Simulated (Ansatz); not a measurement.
**Geometry relaxation, with input and output: C**

System: C (R-3m, 4 atoms in the cell).
Method: DFT PBE+D3(BJ), scalar-relativistic, plane waves, PAW, PAW set soft_1, no spin polarisation (Ansatz 0.2.0).

The structure derives from an entry of the Crystallography Open Database.

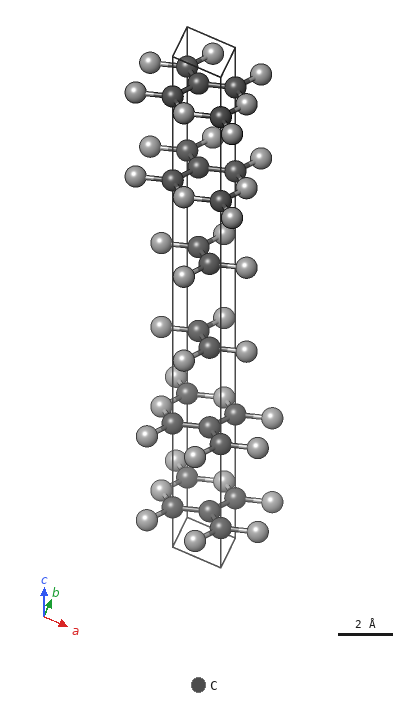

The input geometry (ball-and-stick view of the cell 3 times as large as that of the calculation, set on its symmetry axes, seen at an oblique angle; neighbours outside the cell are drawn fainter). An atom can appear more than once, as a periodic image. Near neighbours in the periodic cell (some may lie outside the picture): C has 3 C at 1.42 Å.

The input:
```yaml
crystal:
  lattice:
    - [1.2323967733, 0.7115246088, 6.9355397762]
    - [-1.2323967733, 0.7115246088, 6.9355397762]
    - [0.0, -1.4230492177, 6.9355397762]
  atoms:
    - { symbol: C, position: [0.0811215272, 0.0811215272, 0.0811215272] }
    - { symbol: C, position: [0.9188784728, 0.9188784728, 0.9188784728] }
    - { symbol: C, position: [0.2521922129, 0.2521922129, 0.2521922129] }
    - { symbol: C, position: [0.7478077871, 0.7478077871, 0.7478077871] }
basis:
  ecutwfc: 520.0
kpoints:
  mp_grid: { grid: [18, 18, 18] }
hamiltonian:
  xc: pbe
  pseudopotentials: { kind: paw, azcp: { folder: soft_1 } }
  dispersion: d3bj
scf:
  occupations: { method: gaussian, width: 0.01 }
output:
  forces: true
  stress: true
  eigenvalues: true
  write_density: true
  write_potential: true
  elf: true
  volumetric_format: npy
relax:
  adjacent_minimum: "off"
  f_tol: 0.005
  max_steps: 80
  cell: { stress_tol: 0.05 }
```

Machine: 2 threads of Arm Neoverse N1, 98 GiB of memory available, shared host.

Run as:
```bash
ansatz run input.yaml --threads 2 --pin off --max-ram 4096MiB --backend cpu --events-out ev --progress --plain --runs-dir out
```

Log:
```
basis.fft_grid_basis auto: the FFT boxes are laid along the combinations [[1, -1, 0], [0, 1, 0], [0, -1, 1]] of the cell's own vectors, 2.465, 7.080 and 2.465 Å long. The dense box has 20×54×20 points. Along the cell's own vectors, as sized, it would have 54×54×54, 7.29 times as many. Of the 12 symmetry operations that the crystal satisfies within crystal.symmetry.tolerance (time reversal apart; of a slab, those that keep its plane) the dense box along the cell's own vectors carries 12, and the one as laid loses 8 of those. basis.fft_grid_basis: typed keeps the cell's own vectors: state it where this run's energies or levels are differenced outside the engine with another run's, or held beside a run that keeps those vectors. Those combinations have planes normal to reciprocal vector 3, as the cell's own vectors have. Each planar average written beside output.write_density, output.write_potential has a row for each plane of the box: 20. The volumetric files lie along those combinations, not along the cell's own vectors: a cube or XSF file states them, and fields.json those of NumPy files.
Engine: ansatz 0.2.0, aarch64-unknown-linux-gnu
Pseudopotentials: kind: paw
Pseudopotential: C, paw, valence charge 4, recommended cutoff 420 eV (normal), [file]
Functional definition: PBE
  parameter kappa = 0.804
  parameter beta = 0.06672455060314922
  exchange = pbe_x(kappa = kappa, mu = beta*pi^2/3)
  correlation = pbe_c(beta = beta)
Crystal: 4 atoms, lattice volume = 36.490 Å³
Basis set: ecut = 520 eV, 985 PW (Γ), FFT grids on a1−a2, a2, −a2+a3, exchange–correlation on 40×108×40 points (8 copies of the dense FFT grid, shifted against one another)
Bands: 12, of which v1, the nominal top of the filled ones, is band 8 counted from 1 (7 counted from 0)
Symmetry: 12 space group operations
Space group: R-3m (ITA 166), of the structure as read, at distance tolerance 3.3e-5 Å
k-points: 580 of 5832
Non-local potential: C, projectors of the file, l = 0: 2, l = 1: 2, l = 2: 1
PAW form: soft (Blöchl's): semilocal exchange-correlation on the pseudo side does not see the compensation charge
PAW one-centre angular grid: C, 110 points (default); XC on 64 Gauss nodes
Initial density: superposition of atomic densities (chi_scale 0.1, normalization cell)
Initial wavefunctions: pseudopotential atomic-orbital guess
Functional: x = pbe(κ = 0.804, μ = 0.2195149727645171), c = pbe(β = 0.06672455060314922)
SCF iter   1: F=—  HF=-1006.503250 eV  |F-HF|=—  |Δ(HF+E_count)|=         —  Δρ=1.26e-1  dr2=5.10e0  ethr=3.10e-3  ⟨swp⟩=5.9  Hψ=40922  notcnv=0
preconditioner: auto → none  [insulator: Δε(μ)=0.175 eV  Ē_g=16.333 eV  σ=0.010 eV  W_gap=1.00  n_scr=4 (ndim 8)  ℏωp=24.6 eV  f_vac=0.000  D(μ)=0.00/eV (n_scr^D=0)  ε∞_Penn≈3.3]
SCF iter   2: F=—  HF=-1004.530789 eV  |F-HF|=—  |Δ(HF+E_count)|=    1.97e0  Δρ=4.85e-2  dr2=6.05e-1  ethr=3.10e-3  ⟨swp⟩=3.0  Hψ=20483  notcnv=0
SCF iter   3: F=—  HF=-1004.327709 eV  |F-HF|=—  |Δ(HF+E_count)|=   2.03e-1  Δρ=6.46e-3  dr2=4.89e-3  ethr=3.10e-3  ⟨swp⟩=2.7  Hψ=17597  notcnv=0
SCF iter   4: F=—  HF=-1004.329506 eV  |F-HF|=—  |Δ(HF+E_count)|=   1.80e-3  Δρ=2.74e-4  dr2=8.70e-5  ethr=3.06e-5  ⟨swp⟩=3.0  Hψ=14445  notcnv=0
SCF iter   5: F=—  HF=-1004.329495 eV  |F-HF|=—  |Δ(HF+E_count)|=   1.07e-5  Δρ=1.89e-4  dr2=5.92e-5  ethr=5.44e-7  ⟨swp⟩=2.4  Hψ=13717  notcnv=0
SCF iter   6: F=—  HF=-1004.329479 eV  |F-HF|=—  |Δ(HF+E_count)|=   1.57e-5  Δρ=6.32e-5  dr2=1.29e-6  ethr=3.70e-7  ⟨swp⟩=2.5  Hψ=9453  notcnv=0
SCF iter   7: F=-1004.329480 eV  HF=-1004.329480 eV  |F-HF|=6.31e-9  |Δ(HF+E_count)|=   7.99e-7  Δρ=8.06e-6  dr2=2.50e-8  ethr=6.25e-10  ⟨swp⟩=11.5  Hψ=60274  notcnv=0
SCF 1 converged in 7 iterations: F = -1004.329480 eV  dr2 = 2.50e-8
  greatest PAW one-centre occupation: 0.674 electrons in one spin orbital (limit 2), on the C atom at site 1 (counted from 0), in its partial waves of l = 0
relax step   1: F+E_penalty+E_count = -1004.32948010 eV  Δ(F+E_penalty+E_count) = +0.000e0 eV  max|allowed force component| = 9.850e-4 eV/Å  Δτ_max = 0.0000 Å  P = +0.004 GPa  Ω = 36.490 Å³  (7 SCF iters, dr2 threshold 1.00e-7 eV, accepted)
Initial density: handed on by an earlier stage of this run
Initial wavefunctions: pseudopotential atomic-orbital guess (no wavefunctions were taken with the density)
iter 1 solved again at ethr=1.57e-7 eV; its pass at ethr=3.10e-3 eV (dr2=2.52e-5 eV) is discarded
SCF iter   1: F=—  HF=-1004.329494 eV  |F-HF|=—  |Δ(HF+E_count)|=         —  Δρ=8.17e-6  dr2=2.41e-8  ethr=1.57e-7  ⟨swp⟩=3.9  Hψ=61737  notcnv=0
preconditioner: auto → none  [insulator: Δε(μ)=0.244 eV  Ē_g=15.669 eV  σ=0.010 eV  W_gap=1.00  n_scr=4 (ndim 8)  ℏωp=24.6 eV  f_vac=0.031  D(μ)=0.00/eV (n_scr^D=0)  ε∞_Penn≈3.5]
SCF iter   2: F=—  HF=-1004.329480 eV  |F-HF|=—  |Δ(HF+E_count)|=   1.41e-5  Δρ=4.22e-6  dr2=5.98e-9  ethr=1.51e-10  ⟨swp⟩=2.8  Hψ=12840  notcnv=0
SCF iter   3: F=—  HF=-1004.329480 eV  |F-HF|=—  |Δ(HF+E_count)|=   2.69e-9  Δρ=2.39e-6  dr2=1.31e-9  ethr=3.74e-11  ⟨swp⟩=2.1  Hψ=9703  notcnv=0
SCF iter   4: F=—  HF=-1004.329480 eV  |F-HF|=—  |Δ(HF+E_count)|=   1.91e-9  Δρ=1.14e-6  dr2=2.70e-10  ethr=8.21e-12  ⟨swp⟩=2.9  Hψ=11527  notcnv=0
SCF iter   5: F=-1004.329480 eV  HF=-1004.329480 eV  |F-HF|=5.97e-11  |Δ(HF+E_count)|=  4.82e-10  Δρ=2.65e-7  dr2=1.31e-11  ethr=1.00e-12  ⟨swp⟩=4.9  Hψ=34498  notcnv=0
SCF 2 converged in 5 iterations: F = -1004.329480 eV  dr2 = 1.31e-11
relax step   2: F+E_penalty+E_count = -1004.32948011 eV  Δ(F+E_penalty+E_count) = -1.165e-8 eV  max|allowed force component| = 9.057e-4 eV/Å  Δτ_max = 0.0000 Å  P = +0.003 GPa  Ω = 36.490 Å³  stress off target by 3.70e-2 GPa  SCF on the basis re-selected at this cell (its energy is not comparable with the rows above)  (5 SCF iters)
```

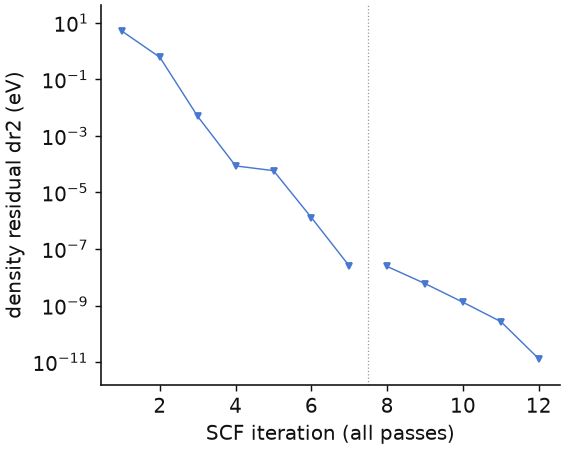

Convergence of the self-consistent field: density residual dr2 against the SCF iteration. The dotted lines part the SCF passes of the relaxation: geometry steps, rejected trials and re-solves on a re-selected basis. The passes take 7 and 5 iterations.

```
basis re-selected at this cell: Δ(F+E_penalty+E_count) = -1.165e-8 eV, ΔP = -0.000 GPa vs the last step (what re-selecting the basis moved, of the pressure what is left beyond the Pulay correction that the steps carried, after the strain that the cell walked since its last selection, with what the two solves' SCF thresholds leave and, on support functions, any second-order correction that the steps lacked; it is no measure of the basis error at this ecutwfc). This SCF's stress stands 3.70e-2 GPa from its target on what of the cell is left free (relax.cell.stress_tol is 5.00e-2 GPa) and its largest allowed force component is 9.06e-4 eV/Å (relax.f_tol is 5.00e-3 eV/Å): within both
SCF converged after 5 iterations
Free energy (F): -1004.329480 eV
Harris-Foulkes:  -1004.329480 eV  (|F-HF|=5.97e-11)
Internal energy: -1004.329480 eV  (E = F + TS)
E sigma→0 (E₀):  -1004.329480 eV
Fermi energy:    6.645808 eV
--- Per-component energies (eV) ---
  E_band       = -39.749344
  E_kinetic    = 354.176885
  E_local      = -624.754993  (includes V_loc(G=0)·N_el)
  E_nonlocal   = 93.884643
  E_hartree    = 199.867379
  E_xc         = -187.879878
  E_vxc        = -231.375310  (∫ρ·V_xc dr)
  E_paw        = -400.440475  (= ΣΔE_a)
  E_vpaw       = -31.415311  (= ΣTr[D̂ρ^β])
  E_aug_tail   = 0.000001  (compensation charges beyond the density's cutoff)
  E_ewald      = -438.581552
  E_disp       = -0.601490  (pairwise vdW)
  E_smearing   = -0.000000  (= −TS)
  E_closure    = 0.000000  (closes the sum)
  Σ components = -1004.329480   (vs F -1004.329480, Δ=0.00e0)
--- Forces (eV/Å), atoms counted from 1 ---
  atom   1  C      0.00000000    -0.00000000     0.00090566
  atom   2  C      0.00000000     0.00000000    -0.00090566
  atom   3  C      0.00000000     0.00000000    -0.00074684
  atom   4  C     -0.00000000    -0.00000000     0.00074684
  max |Σ_I F_I| component: 1.85e-17 eV/Å
--- Stress (GPa, compression-positive) ---
        0.023393       0.000000       0.000000
        0.000000       0.023393       0.000000
       -0.000000       0.000000      -0.037044
  P = ⅓ Tr σ = 0.0032 GPa (0.032 kbar)
--- Band table (eV; the first three rows and the last of 580) ---
  k-point 0: bands = ["-12.9848", "-12.7478", "-1.7512", "-0.0769", "3.6332", "3.6332", "3.6343", "3.6343", "10.6800", "15.0096", "15.0096", "15.0156"]
  k-point 1: bands = ["-12.9112", "-12.6756", "-1.6607", "0.0060", "3.3313", "3.3398", "3.4741", "3.4796", "10.7738", "15.0489", "15.0523", "15.3224"]
  k-point 2: bands = ["-12.6905", "-12.4593", "-1.3899", "0.2534", "2.5070", "2.5259", "3.0553", "3.0647", "11.0555", "15.0775", "15.0979", "16.2058"]
  k-point 579: bands = ["-12.8939", "-12.8448", "-1.0995", "-0.8787", "3.6246", "3.6246", "3.6429", "3.6429", "12.8409", "13.3229", "14.9851", "14.9851"]
--- Relaxed structure (1 steps of the walk, 1 accepted, 1 SCFs on fresh bases) ---
  F+E_penalty+E_count = -1004.32948011 eV   max|allowed force component| = 9.057e-4 eV/Å   (the final SCF, on the basis selected at the relaxed cell)
  cell:  # Å, volume = 36.4898 Å³
    - [1.2323967733174523, 0.7115246088065909, 6.9355397762017095]
    - [-1.2323967733174523, 0.7115246088065909, 6.9355397762017095]
    - [0.0, -1.4230492176631808, 6.93553977619658]
  atoms:
    - { symbol: C, position: [0.0811215272, 0.0811215272, 0.0811215272] }
    - { symbol: C, position: [0.9188784728, 0.9188784728, 0.9188784727999999] }
    - { symbol: C, position: [0.2521922129, 0.2521922129, 0.2521922129] }
    - { symbol: C, position: [0.7478077871, 0.7478077871, 0.7478077871] }
```

Trajectory as extended XYZ (Å, eV, eV/Å), 2 frames, from step=1 to step=2:
```
4
Lattice="1.2324 0.7115 6.9355 -1.2324 0.7115 6.9355 0.0000 -1.4230 6.9355" Properties=species:S:1:pos:R:3:forces:R:3 step=1 energy=-1004.32948 pressure_GPa=0.00
C     0.0000    0.0000    1.6879    0.0000   0.0000   0.0010
C     0.0000    0.0000   19.1188    0.0000   0.0000  -0.0010
C     0.0000    0.0000    5.2473    0.0000   0.0000  -0.0008
C     0.0000    0.0000   15.5594    0.0000   0.0000   0.0008
4
Lattice="1.2324 0.7115 6.9355 -1.2324 0.7115 6.9355 0.0000 -1.4230 6.9355" Properties=species:S:1:pos:R:3:forces:R:3 step=2 energy=-1004.32948 pressure_GPa=0.00
C     0.0000    0.0000    1.6879    0.0000   0.0000   0.0009
C     0.0000    0.0000   19.1188    0.0000   0.0000  -0.0009
C     0.0000    0.0000    5.2473    0.0000   0.0000  -0.0007
C     0.0000    0.0000   15.5594    0.0000   0.0000   0.0007
```

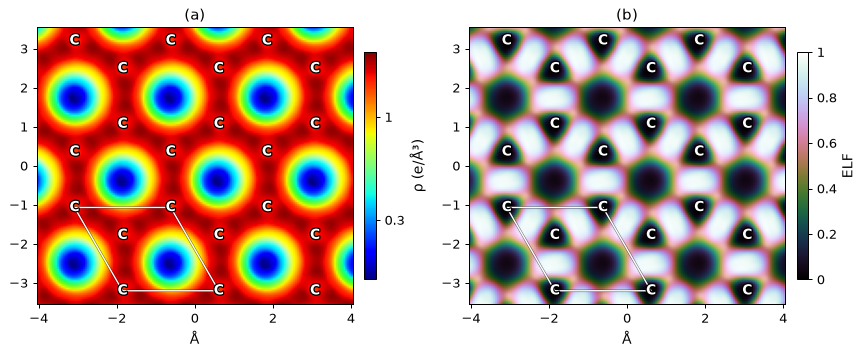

(a) valence electron density; (b) ELF on the (001) plane of the conventional cell. C–C (1.42 Å): ρ is about 2 e/Å³ halfway, a local maximum along the line; the ELF peaks at about 0.95 between the atoms, as expected for localised, shared-pair bonding. Away from the nuclei the density in this plane falls to 0.15 e/Å³ at its lowest. In a PAW calculation such maps are meaningful between the atoms, not at the nuclei.

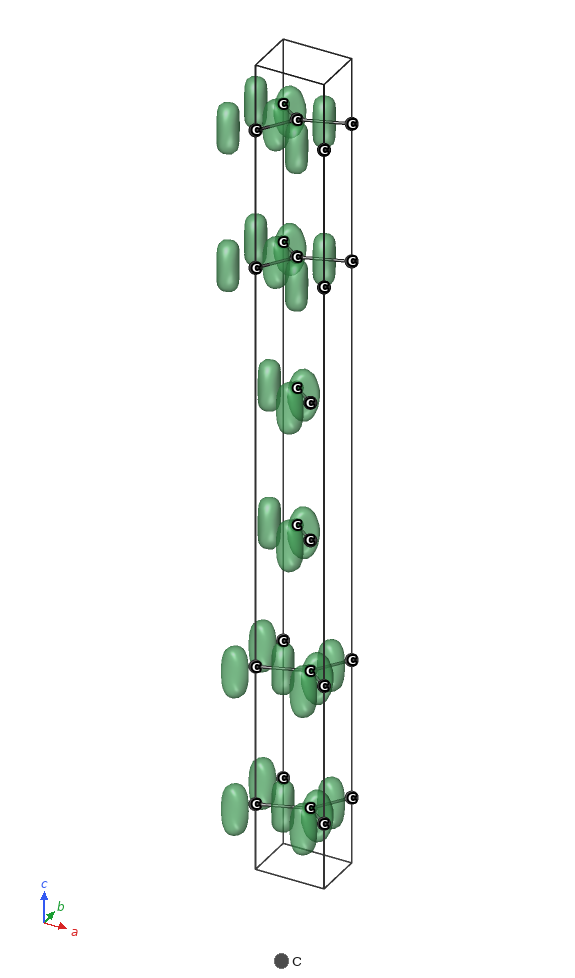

Isosurface of the electron localisation function at 0.8 (green), seen slightly off an axis. Core shells and regions of very low density are left out. Sticks mark near contacts. The outline is the cell set on symmetry axes.

Results in brief:

- outcome: converged
- space group (tolerance 0.01 Å): R-3m (166)
- electrons treated: 16
- free energy: −1004.3295 eV
- Fermi energy: 6.646 eV
- gap on the k-point mesh: 0.24 eV
- pressure: 0.00 GPa
- final volume: 36.49 Å³
- largest force (length of the vector) at the end: 0.001 eV/Å
- final cell: a = 7.080 Å, b = 7.080 Å, c = 7.080 Å, α = 20.05°, β = 20.05°, γ = 20.05°
- wall time: 51 s (CPU time 100 s)
- peak memory: 0.6 GiB
